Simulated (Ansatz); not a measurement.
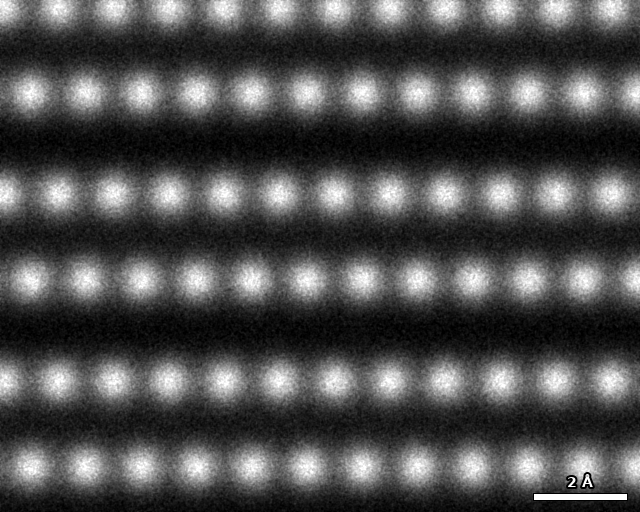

iDPC-like image of a crystal. Simulated as the projected potential of neutral atoms (B = 0.5 Å²) blurred by a 0.53 Å probe, the thin-sample limit of integrated differential phase contrast. Shot noise was added.

Give the net of the columns and its spacings.

The pattern repeats on a rectangular net of 1.2 × 4.1 Å.

Which plane group does this projection have?

p2mg: mirror lines in one direction, glide lines across them, twofold points on the glide lines.

How many columns does the smallest repeating cell hold, and how many levels of brightness?

2 columns in the primitive cell of 4.9 Å², all of one brightness.

The crystal is Rh (Cmcm, No. 63) seen along [102]. Atomic positions: the end point of a relaxation with Ansatz, DFT, revPBE, plane waves (420 eV) with PAW, scalar-relativistic; the starting structure was generated, so it need not be a known form of this composition.
